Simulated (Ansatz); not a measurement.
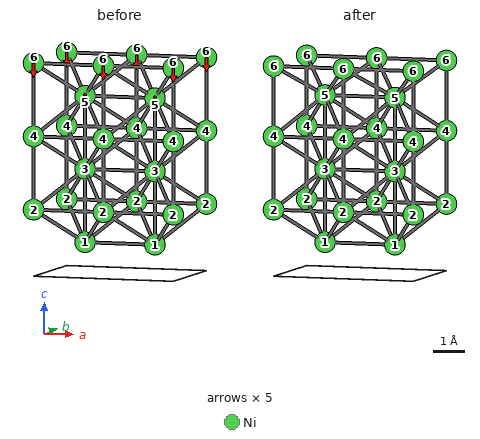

The structure of a slab of composition Ni (cut from the Fm-3m phase) before (left) and after (right) a constrained relaxation, at one scale. The red arrows give the displacements, 5 times their true length.

Style: ball-and-stick. Shown: the 2 × 1 repeat of the cell, outlined in the plane, without the vacuum, slightly off an axis.

Case: clean slab, lower half held. The slab is the (1 1 0) face of Ni. 3 atoms are held fixed.

All numbers below come from DFT PBEsol, scalar-relativistic, plane waves, PAW (Ansatz 0.2.0). Settings: plane-wave cutoff 420 eV; k-point mesh 12 × 8 × 1; occupations gaussian; smearing width 0.1 eV; collinear spin; dipole correction; atoms relaxed in a fixed cell; force threshold 0.03 eV/Å; at most 70 steps.

Question: What changed between the two?

Answer: After 3 accepted moves (4 points after the start) the energy has fallen by 42.9 meV per cell of the calculation. Largest force component: 0.72 eV/Å at the start, 0.0043 eV/Å at the end. The line search rejected the trial step at point 3 of the run. The atom that moves furthest is Ni6 (0.10 Å along the normal (−c)). The cell doesn't change. Among the contacts that change: Ni4–Ni6 2.449 → 2.349 Å, Ni5–Ni6 2.449 → 2.390 Å, Ni3–Ni5 2.449 → 2.470 Å, Ni4–Ni5 2.449 → 2.460 Å. Cost: 4.9 min on 2 threads of Arm Neoverse V2, on a shared host, peak memory 0.91 GiB.
